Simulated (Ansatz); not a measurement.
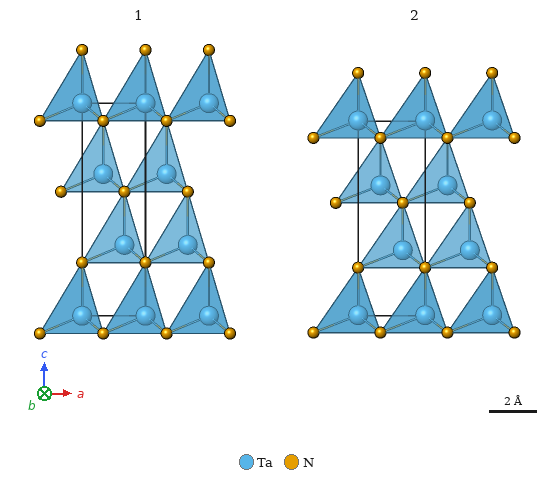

Two geometries of solid TaN (a generated structure, set up in R3m), drawn at one scale. One is the start of a relaxation, the other its converged end. The picture is a polyhedral view of the cell of the calculation, reduced to other axes, repeated 2 × 1 × 1 with one cell outlined, seen along the b axis. Lengths and directions refer to the drawn axes.

These are results of DFT PBE, scalar-relativistic, plane waves, PAW (Ansatz 0.2.0), not measurements. (plane-wave cutoff 420 eV; k-point mesh 18 × 18 × 6; occupations gaussian; smearing width 0.1 eV; no spin polarisation; cell and atoms relaxed; force threshold 0.01 eV/Å; at most 45 steps)

Which one is relaxed?

Structure 2 is the relaxed one. Case: stacking ABC. The energy falls by 185 meV per atom in 8 accepted moves (11 points after the start). Largest force component: 2.2 eV/Å at the start, under 0.0001 eV/Å at the end. The pressure goes from 13.88 to 0.00 GPa. At 3 points the geometry stayed and the basis and grid were re-selected for the new cell (energy shift of 3.1 meV per atom at most each time). The largest moves relative to the cell, 0.027 Å, are those of Ta and N atoms. By element the largest moves are Ta 0.027 Å, N 0.027 Å. The drawn cell changes as follows: a = b 3.152 → 3.333 Å (+5.7 %), c 9.156 → 8.385 Å (−8.4 %); the volume changes by +2.4 %. Among the contacts that change: N–Ta 2.289 → 2.042 Å, Ta–Ta 3.152 → 3.333 Å, Ta–Ta 3.554 → 3.393 Å, N–Ta 1.973 → 2.066 Å. The space group stays R3m (No. 160).
